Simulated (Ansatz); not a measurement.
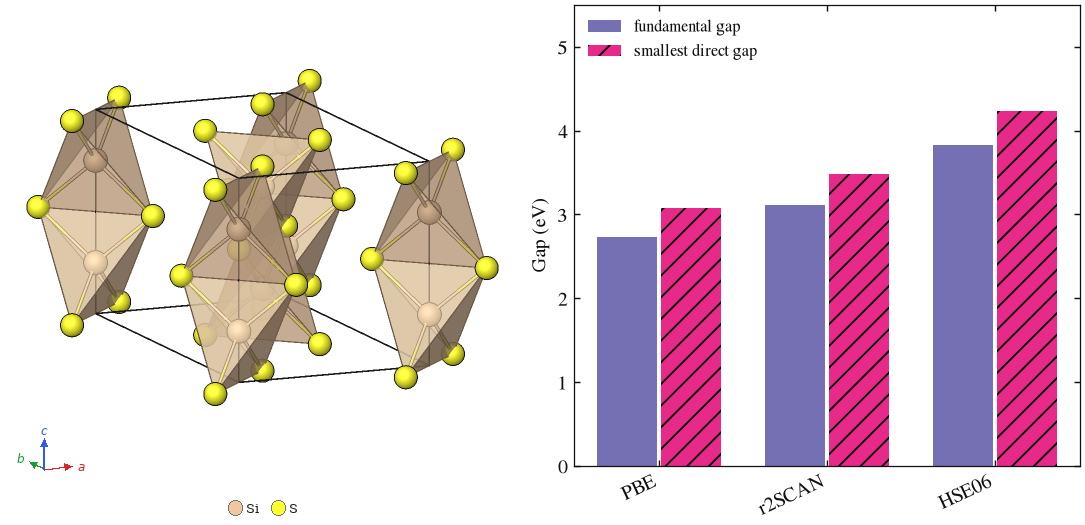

Gaps of SiS₂, space group Ibam (No. 72), 6 atoms in the cell, at several levels of theory on one cell (Ansatz, plane waves and PAW; edges over the mesh and the special points).

How does the gap depend on the level, and does its kind change?

Answer. In rising order: PBE 2.73 eV, r2SCAN 3.12 eV and HSE06 3.83 eV. It is indirect at every level.
